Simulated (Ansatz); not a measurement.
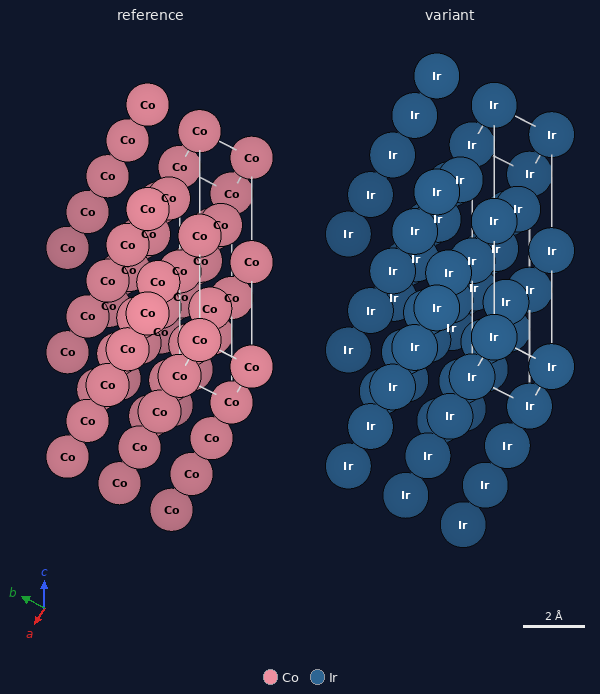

Left: crystalline Co (set up in P6_3/mmc). Right: the same structure after one change, at the same scale. Style: spheres-only. Shown: the cell of the calculation, repeated 4 × 2 × 1 with one cell outlined, from a free direction.

Theory: DFT PBEsol, scalar-relativistic, plane waves, PAW in Ansatz. (plane-wave cutoff 420 eV; k-point mesh 18 × 18 × 6; occupations gaussian; smearing width 0.1 eV) Spin polarisation is switched on in some of the runs only.

### What distinguishes the right structure from the left one?

Every cobalt atom is replaced by iridium, which gives Ir. Cell and atoms are relaxed again (to zero pressure within 0.1 GPa, forces under 0.01 eV/Å).

### How do the computed properties respond?

The volume per atom goes from 10.40 to 14.08 Å³. The drawn cell changes as follows: a = b 2.455 → 2.711 Å (+10.4 %), c 7.965 → 8.847 Å (+11.1 %); the volume changes by +35.4 %. The space group stays P6_3/mmc (No. 194). The absolute magnetisation per cell goes from 6.92 to 0.00 μB (net moment 6.39 and 0.00 μB).
